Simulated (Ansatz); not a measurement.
# Sn9O16 (cell charge +3, with a compensating background) (cell with a defect): what the fields show

The calculation's input:

```
crystal:
  lattice:
    - [-4.8271903414, -4.8271903414, 0.0]
    - [4.8271903414, -4.8271903414, 0.0]
    - [0.0, 4.8271903414, 6.4763045005]
  atoms:
    - { symbol: Sn, position: [0.2179275984, 0.596885733, 0.2434793087] }
    - { symbol: Sn, position: [0.3674236296, 0.8769976823, 0.7471824981] }
    - { symbol: Sn, position: [0.5925048007, 0.1457015939, 0.2434792624] }
    - { symbol: Sn, position: [0.8637142424, 0.3732860346, 0.7397603675] }
    - { symbol: Sn, position: [-0.0022340442, 0.0261852307, -0.0108519215] }
    - { symbol: Sn, position: [0.2520703311, 0.280521738, 0.4978244091] }
    - { symbol: Sn, position: [0.4777145534, 0.4657155637, -0.0326596675] }
    - { symbol: Sn, position: [0.7538606532, 0.741876669, 0.5196426949] }
    - { symbol: O, position: [0.0936399392, 0.3295585966, 0.2434770288] }
    - { symbol: O, position: [0.332332298, 0.5754146043, 0.7481853164] }
    - { symbol: O, position: [0.595572227, 0.8212086539, 0.2431549538], spin: 0.2 }
    - { symbol: O, position: [0.8275700952, 0.0707458692, 0.7388167616] }
    - { symbol: O, position: [0.1671386089, 0.9640971378, 0.2404427653], spin: 0.2 }
    - { symbol: O, position: [0.3879270461, 0.1629291077, 0.7183290279] }
    - { symbol: O, position: [0.6013960592, 0.4441615122, 0.2434786086] }
    - { symbol: O, position: [0.9130791671, 0.6881099724, 0.7686892892] }
    - { symbol: O, position: [0.1792103152, 0.4216206558, -0.0478002634] }
    - { symbol: O, position: [0.4705144355, 0.7128646374, 0.5347679871] }
    - { symbol: O, position: [0.701964666, -0.0258824917, 0.0226905795], spin: 0.2 }
    - { symbol: O, position: [0.9269664901, 0.197487145, 0.4666818653] }
    - { symbol: O, position: [0.7799190832, 0.5209536902, -0.013733189], spin: 0.2 }
    - { symbol: O, position: [0.0377560785, 0.776920921, 0.498859486] }
    - { symbol: O, position: [0.2985327554, 0.0319763019, -0.0129531524] }
    - { symbol: O, position: [0.5549502627, 0.2884112045, 0.4999006574] }
    - { symbol: Sn, position: [0.8955058193, 0.8372248615, 0.2393711613], spin: 0.2 }
  host:
    lattice:
      - [4.8271903414, 0.0, 0.0]
      - [0.0, 4.8271903414, 0.0]
      - [0.0, 0.0, 3.2381522502]
    atoms:
      - { symbol: Sn, position: [0.5, 0.5, 0.5] }
      - { symbol: Sn, position: [0.0, 0.0, 0.0] }
      - { symbol: O, position: [0.1934234768, 0.8065765232, 0.5] }
      - { symbol: O, position: [0.8065765232, 0.1934234768, 0.5] }
      - { symbol: O, position: [0.3065765232, 0.3065765232, 0.0] }
      - { symbol: O, position: [0.6934234768, 0.6934234768, 0.0] }
total_charge: 3
basis:
  ecutwfc: 420
  xc_grid: 2
kpoints:
  mp_grid: { grid: [3, 3, 3], shift: [0.0, 0.0, 0.0] }
hamiltonian:
  xc: pbe
scf:
  occupations: { method: gaussian, width: 0.01 }
output:
  forces: true
  stress: false
  eigenvalues: true
  populations: true
  charged_corrections:
    defect_position: [0.8125, 0.8125, 0.125]
    epsilon: [[14.0248, 0.0, 0.0], [0.0, 14.0248, 0.0], [0.0, 0.0, 10.8937]]
  write_density: true
  write_potential: true
  elf: true
  volumetric_format: npy
magnetization:
  spin_polarized: true
relax:
  adjacent_minimum: "off"
  f_tol: 0.025
  max_steps: 45
```

Run with:

```sh
ansatz run input.yaml --threads 4 --pin off --max-ram 10240MiB --backend cpu --events-out ev --progress --plain --runs-dir out
```

The fields are those of the run's last geometry, not of the input's.

The program warned that a starting moment wasn't kept; spin-polarised, but the moments vanished.

Method: DFT PBE, scalar-relativistic, plane waves, PAW (Ansatz 0.2.0).

In a PAW calculation such maps are meaningful between the atoms, not at the nuclei.

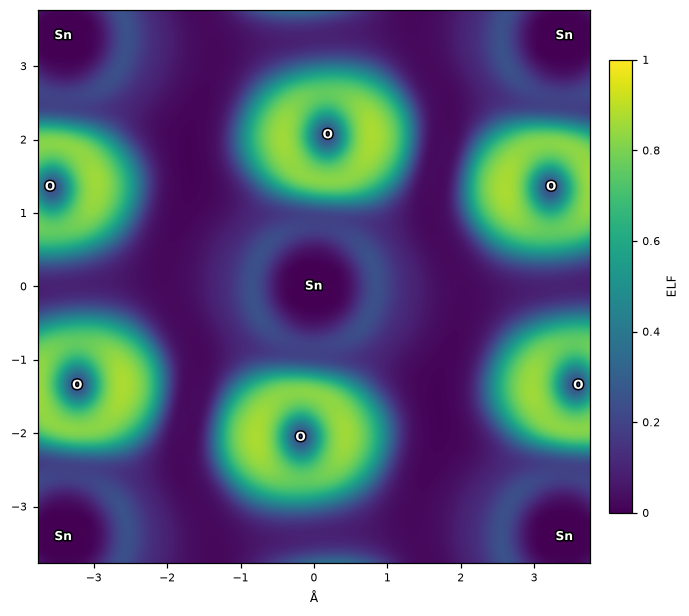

Figure 1. Electron localisation function on the (001) plane of the calculation cell.

Question: Interpret the plot.

Answer: The plane passes through Sn and O nuclei.
Sn–O (2.07 Å): the ELF peaks at about 0.80 in the valence shell of O, 0.6 Å from its nucleus, and is about 0.25 at the midpoint; no shared electron pair shows on this line.
The ELF also peaks beside O, away from the bonds: lone-pair regions.

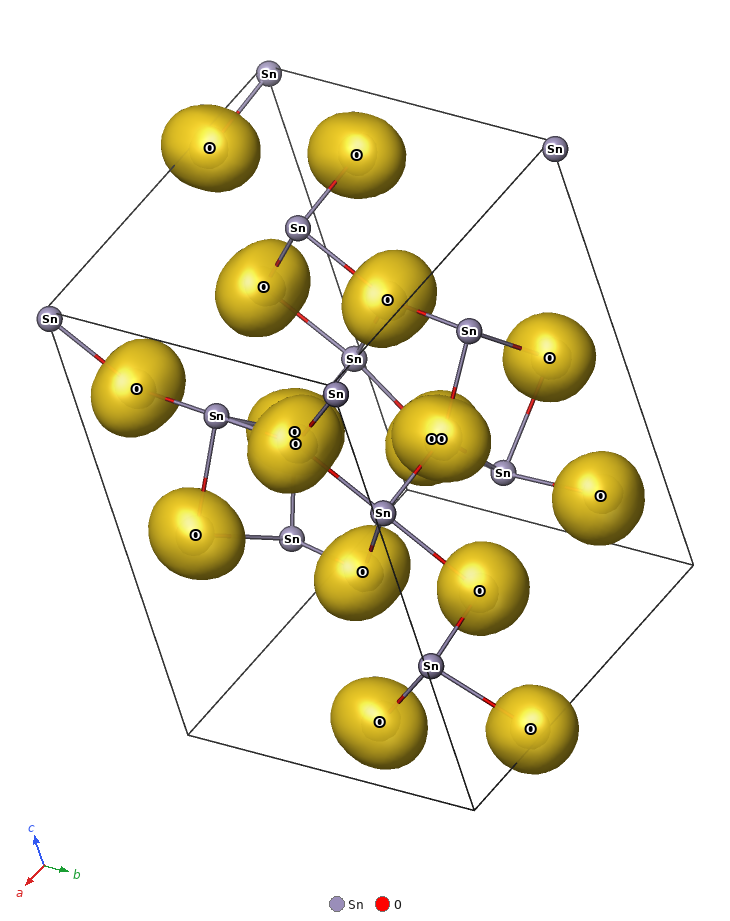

Figure 2. Isosurface of the electron localisation function at 0.7 (yellow), seen at an oblique angle. Core shells and regions of very low density are left out. Sticks mark near contacts.

Question: Describe the localisation domains.

Answer: The surface consists of 16 regions wrapped around O (the valence shell of each), counted in one cell of 25 atoms. Regions shared between cells count once. Along the contacts the grid gives the following. Sn–O (1.99 Å): the ELF peaks at about 0.80 in the valence shell of O, 0.6 Å from its nucleus, and is about 0.25 at the midpoint (no shared electron pair shows on this line). Sn–Sn (2.82 Å): the ELF is about 0.15 at the midpoint; no shared electron pair shows on this line.

Question: Metal or insulator at this level of theory?

Answer: It is metallic or semimetallic at this level of theory: no gap opens.
